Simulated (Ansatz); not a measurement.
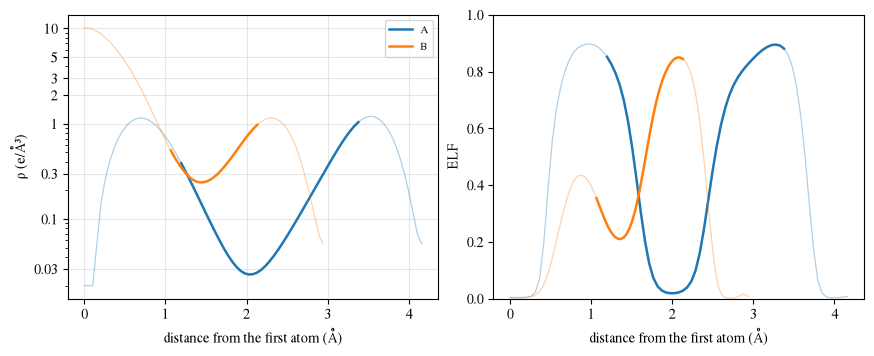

The picture shows: CsPbBr$_{3}$. Valence charge density (pseudo) and electron localisation function along straight lines between neighbouring atoms. Thin, pale parts lie inside the atomic spheres.

Space group Pm-3m; a structure from a database of computed crystals, not necessarily the ambient phase.

Level of theory: Ansatz 0.2.0, DFT PBEsol, scalar-relativistic, plane waves, PAW.

In a PAW calculation such maps are meaningful between the atoms, not at the nuclei.

```xyz
20
Lattice="-5.8797 5.8797 5.8797 5.8797 -5.8797 5.8797 5.8797 5.8797 -5.8797" Properties=species:S:1:pos:R:3 pbc="T T T"
Cs    5.8797    0.0000    0.0000
Cs    0.0000    5.8797    0.0000
Cs    0.0000    0.0000    5.8797
Cs    0.0000    0.0000    0.0000
Pb    2.9398    2.9398    2.9398
Pb    2.9398    2.9398   -2.9398
Pb    2.9398   -2.9398    2.9398
Pb   -2.9398    2.9398    2.9398
Br    2.9398    2.9398    5.8797
Br    2.9398    2.9398    0.0000
Br    2.9398   -2.9398    5.8797
Br   -2.9398    2.9398    5.8797
Br    2.9398    5.8797    2.9398
Br    2.9398    5.8797   -2.9398
Br    2.9398    0.0000    2.9398
Br   -2.9398    5.8797    2.9398
Br    0.0000    2.9398    2.9398
Br    5.8797   -2.9398    2.9398
Br    5.8797    2.9398   -2.9398
Br    5.8797    2.9398    2.9398
```

Q: Which curve belongs to which contact (Cs–Br and Pb–Br)? The first atom named is at distance zero.

A: Curve A: Cs–Br (4.16 Å): ρ is about 0.03 e/Å³ halfway; the ELF is about 0 at the midpoint; a largely ionic contact. Curve B: Pb–Br (2.94 Å): ρ at the midpoint is about 0.24 e/Å³; the ELF is about 0.25 at the midpoint.
